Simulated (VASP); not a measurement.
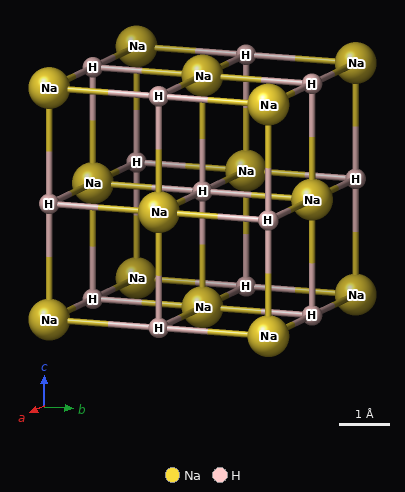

*The structure as given in the input (ball-and-stick view of the cell 4 times as large as that of the calculation, set on its symmetry axes, seen slightly off an axis). An atom can appear more than once, as a periodic image.*

## Band-structure calculation, with input and output: NaH

The run: band-structure calculation of NaH (Fm-3m, 2 atoms in the cell). Method and program: DFT, PBE, plane waves, PAW (VASP 6.6.1).

The structure derives from an entry of the Crystallography Open Database. The geometry comes from this level: r2SCAN (a point of a series of strains).

OSZICAR
```
N       E                     dE             d eps       ncg     rms          rms(c)
DAV:   1     0.363157445957E+02    0.36316E+02   -0.45954E+03  1043   0.742E+02
DAV:   2    -0.431219597951E+01   -0.40628E+02   -0.40100E+02  1104   0.192E+02
DAV:   3    -0.550804448290E+01   -0.11958E+01   -0.11944E+01  1254   0.317E+01
DAV:   4    -0.551577275831E+01   -0.77283E-02   -0.77277E-02  1191   0.260E+00
DAV:   5    -0.551584720569E+01   -0.74447E-04   -0.74447E-04  1206   0.254E-01    0.321E+00
DAV:   6    -0.517561712446E+01    0.34023E+00   -0.32455E-01  1191   0.281E+00    0.149E+00
DAV:   7    -0.508185069019E+01    0.93766E-01   -0.32368E-01  1154   0.217E+00    0.349E-01
DAV:   8    -0.508641856515E+01   -0.45679E-02   -0.98952E-03  1118   0.968E-01    0.678E-02
DAV:   9    -0.508636818671E+01    0.50378E-04   -0.11289E-03  1233   0.360E-01    0.232E-02
DAV:  10    -0.508635299393E+01    0.15193E-04   -0.61745E-05  1182   0.498E-02    0.427E-03
DAV:  11    -0.508635596134E+01   -0.29674E-05   -0.56580E-06  1158   0.108E-02    0.305E-03
DAV:  12    -0.508635572103E+01    0.24031E-06   -0.21355E-07  1207   0.314E-03    0.263E-04
DAV:  13    -0.508635573224E+01   -0.11210E-07   -0.51968E-09   634   0.555E-04
   1 F= -.50863557E+01 E0= -.50863557E+01  d E =-.346330E-12
       N       E                     dE             ncg
DAV:   1    -0.138406390836E+03   -0.32091E+04      176
DAV:   2    -0.522162102760E+03   -0.38376E+03      188
DAV:   3    -0.535457899986E+03   -0.13296E+02      216
DAV:   4    -0.535540329263E+03   -0.82429E-01      203
DAV:   5    -0.535541072804E+03   -0.74354E-03      193
DAV:   6    -0.535541083694E+03   -0.10891E-04      203
DAV:   7    -0.535541083883E+03   -0.18822E-06      199
DAV:   8    -0.535541083885E+03   -0.20411E-08      171
```

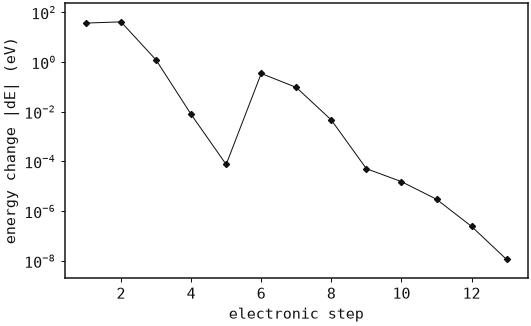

*Convergence of the self-consistent field: energy change |dE| against the electronic step.*

It takes 13 electronic steps. The density is held fixed in the first few steps, and dE rises again when its update begins.

Parts of OUTCAR
```
k-points           NKPTS =     47   k-points in BZ     NKDIM =     47   number of bands    NBANDS=     11

   NELECT =       8.0000    total number of electrons

   dimension x,y,z NGX =    28 NGY =   28 NGZ =   28
   dimension x,y,z NGXF=    56 NGYF=   56 NGZF=   56

  energy-cutoff  :      520.00
  volume of cell :       27.56
      direct lattice vectors                 reciprocal lattice vectors
     0.000000000  2.397511642  2.397511642    -0.208549561  0.208549561  0.208549561
     2.397511642  0.000000000  2.397511642     0.208549561 -0.208549561  0.208549561
     2.397511642  2.397511642  0.000000000     0.208549561  0.208549561 -0.208549561

 k-points in reciprocal lattice and weights: KPOINTS created by Atomic Simulation Env
   0.00000000  0.00000000  0.00000000       0.001
   0.10000000  0.00000000  0.00000000       0.008
   0.20000000  0.00000000  0.00000000       0.008
   0.30000000  0.00000000  0.00000000       0.008
   0.40000000  0.00000000  0.00000000       0.008
   0.50000000  0.00000000  0.00000000       0.004
   0.10000000  0.10000000  0.00000000       0.006
   0.20000000  0.10000000  0.00000000       0.024
   0.30000000  0.10000000  0.00000000       0.024
   0.40000000  0.10000000  0.00000000       0.024
   0.50000000  0.10000000  0.00000000       0.024
  -0.40000000  0.10000000  0.00000000       0.024
  -0.30000000  0.10000000  0.00000000       0.024
  -0.20000000  0.10000000  0.00000000       0.024
  -0.10000000  0.10000000  0.00000000       0.012
   0.20000000  0.20000000  0.00000000       0.006
   0.30000000  0.20000000  0.00000000       0.024
   0.40000000  0.20000000  0.00000000       0.024
   0.50000000  0.20000000  0.00000000       0.024
  -0.40000000  0.20000000  0.00000000       0.024
  -0.30000000  0.20000000  0.00000000       0.024
  -0.20000000  0.20000000  0.00000000       0.012
   0.30000000  0.30000000  0.00000000       0.006
   0.40000000  0.30000000  0.00000000       0.024
   0.50000000  0.30000000  0.00000000       0.024
  -0.40000000  0.30000000  0.00000000       0.024
  -0.30000000  0.30000000  0.00000000       0.012
   0.40000000  0.40000000  0.00000000       0.006
   0.50000000  0.40000000  0.00000000       0.024
  -0.40000000  0.40000000  0.00000000       0.012
   0.50000000  0.50000000  0.00000000       0.003
   0.30000000  0.20000000  0.10000000       0.024
   0.40000000  0.20000000  0.10000000       0.048
   0.50000000  0.20000000  0.10000000       0.048
  -0.40000000  0.20000000  0.10000000       0.024
   0.40000000  0.30000000  0.10000000       0.024
   0.50000000  0.30000000  0.10000000       0.048
  -0.40000000  0.30000000  0.10000000       0.048
  -0.30000000  0.30000000  0.10000000       0.048
  -0.20000000  0.30000000  0.10000000       0.024
   0.50000000  0.40000000  0.10000000       0.024
  -0.40000000  0.40000000  0.10000000       0.048
  -0.30000000  0.40000000  0.10000000       0.024
  -0.40000000  0.50000000  0.10000000       0.012
  -0.40000000  0.40000000  0.20000000       0.024
  -0.30000000  0.40000000  0.20000000       0.024
  -0.30000000  0.50000000  0.20000000       0.012

 E-fermi :  -0.5699

 k-point     1 :       0.0000    0.0000    0.0000
  band No.  band energies     occupation
      1     -23.1000      2.00000
      2     -23.1000      2.00000
      3     -23.1000      2.00000
      4      -4.7222      2.00000
      5       9.5872      0.00000
      6      14.7385      0.00000
      7      14.7385      0.00000
      8      14.7385      0.00000
      9      15.6542      0.00000
     10      15.6542      0.00000
     11      15.6542      0.00000

 k-point     2 :       0.1000    0.0000    0.0000
  band No.  band energies     occupation
      1     -23.1099      2.00000
      2     -23.1012      2.00000
      3     -23.1012      2.00000
      4      -4.5464      2.00000
      5       9.0055      0.00000
      6      12.5976      0.00000
      7      14.1241      0.00000
      8      14.1241      0.00000
      9      16.4012      0.00000
     10      16.4012      0.00000
     11      16.5591      0.00000

 k-point     3 :       0.2000    0.0000    0.0000
  band No.  band energies     occupation
      1     -23.1355      2.00000
      2     -23.1042      2.00000
      3     -23.1042      2.00000
      4      -4.0358      2.00000
      5       7.3332      0.00000
      6      11.0747      0.00000
      7      13.4137      0.00000
      8      13.4137      0.00000
      9      16.8704      0.00000
     10      16.8704      0.00000
     11      17.5781      0.00000

 k-point     4 :       0.3000    0.0000    0.0000
  band No.  band energies     occupation
      1     -23.1668      2.00000
      2     -23.1080      2.00000
      3     -23.1080      2.00000
      4      -3.2529      2.00000
      5       5.2675      0.00000
      6      10.3508      0.00000
      7      12.8992      0.00000
      8      12.8992      0.00000
      9      16.2958      0.00000
     10      16.2958      0.00000
     11      18.2877      0.00000

 k-point     5 :       0.4000    0.0000    0.0000
  band No.  band energies     occupation
      1     -23.1918      2.00000
      2     -23.1110      2.00000
      3     -23.1110      2.00000
      4      -2.3734      2.00000
      5       3.5246      0.00000
      6      10.0078      0.00000
      7      12.5925      0.00000
      8      12.5925      0.00000
      9      15.7731      0.00000
     10      15.7731      0.00000
     11      18.2696      0.00000

 [... the levels of 41 k-points are left out ...]

 k-point    47 :      -0.3000    0.5000    0.2000
  band No.  band energies     occupation
      1     -23.1709      2.00000
      2     -23.1536      2.00000
      3     -23.1363      2.00000
      4      -1.0567      2.00000
      5       4.5434      0.00000
      6       5.6797      0.00000
      7       7.5977      0.00000
      8      15.0205      0.00000
      9      15.2130      0.00000
     10      18.8572      0.00000
     11      19.2082      0.00000

  Total        0.0905617      0.0905617      0.0905617     -0.0000000     -0.0000000      0.0000000
  in kB        5.2643272      5.2643272      5.2643272     -0.0000000     -0.0000000      0.0000000
  external PRESSURE =       5.2643272 kB  Pullay stress =       0.0000000 kB

 POSITION                                       TOTAL-FORCE (eV/Angst)
 -----------------------------------------------------------------------------------
      0.00000      0.00000      0.00000         0.000000      0.000000     -0.000000
      2.39751      2.39751      2.39751        -0.000000     -0.000000      0.000000
 -----------------------------------------------------------------------------------
    total drift:                               -0.000000     -0.000000     -0.000000

  FREE ENERGIE OF THE ION-ELECTRON SYSTEM (eV)
  ---------------------------------------------------
  free  energy   TOTEN  =        -5.0863557322 eV

  energy  without entropy=       -5.0863557322  energy(sigma->0) =       -5.08635573
```

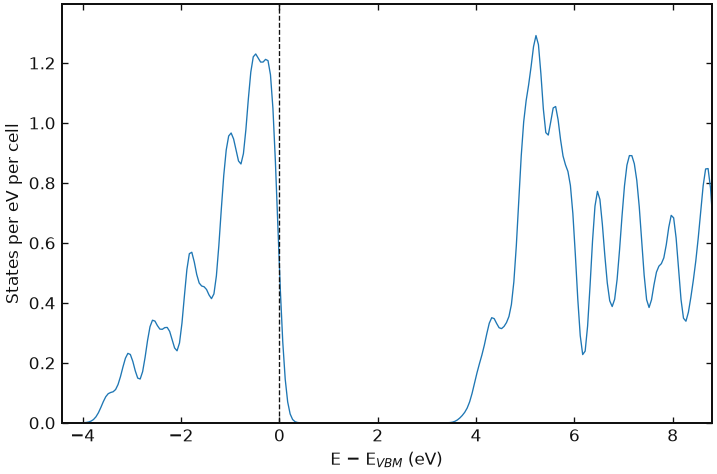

*Density of states (the curve is built from the levels of the k mesh with Gaussians 0.3 eV wide, which also blur the band edges), with energies from the valence-band top.*

There is a gap of 3.80 eV on the k-point mesh. Small ripples come from the finite k-point mesh.

The run was set up as follows.

INCAR
```
ENCUT = 520.000000
SIGMA = 0.020000
EDIFF = 1.00e-07
GGA = PE
PREC = Accurate
IBRION = -1
ISIF = 2
ISMEAR = -1
NBANDS = 11
NELM = 120
NSW = 0
LASPH = .TRUE.
LCHARG = .TRUE.
LELF = .TRUE.
LWAVE = .FALSE.
LREAL = .FALSE.
```

KPOINTS
```
KPOINTS created by Atomic Simulation Environment
0
Gamma
10 10 10
0 0 0
```

KPOINTS_OPT
```
special points
8
Reciprocal
0.0000000000 0.0000000000 0.0000000000 1
0.5000000000 0.0000000000 0.5000000000 1
0.6250000000 0.2500000000 0.6250000000 1
0.3750000000 0.3750000000 0.7500000000 1
0.5000000000 0.5000000000 0.5000000000 1
0.5000000000 0.2500000000 0.7500000000 1
0.2500000000 -0.5000000000 -0.2500000000 1
0.0000000000 0.0000000000 0.5000000000 1
```

POSCAR
```
Na H
 1.0000000000000000
     0.0000000000000000    2.3975116422297216    2.3975116422297216
     2.3975116422297216   -0.0000000000000000    2.3975116422297216
     2.3975116422297216    2.3975116422297216   -0.0000000000000000
 Na  H
   1   1
Cartesian
 -0.0000000000000000  0.0000000000000000  0.0000000000000000
  2.3975116422297216  2.3975116422297216  2.3975116422297216
```

Run as:
```bash
mpirun -np 1 vasp_std
```

Summary

| quantity | value |
| --- | --- |
| outcome | converged |
| space group (tolerance 0.01 Å) | Fm-3m (225) |
| electrons treated | 8 |
| free energy | −5.0864 eV |
| Fermi energy | −0.570 eV |
| band gap | 3.80 eV |
| pressure | 0.53 GPa |
| largest force (length of the vector) | under 0.001 eV/Å |
| hardware | 1 CPU thread, shared host |
| wall time | 13 s |
| peak memory | 0.16 GiB |
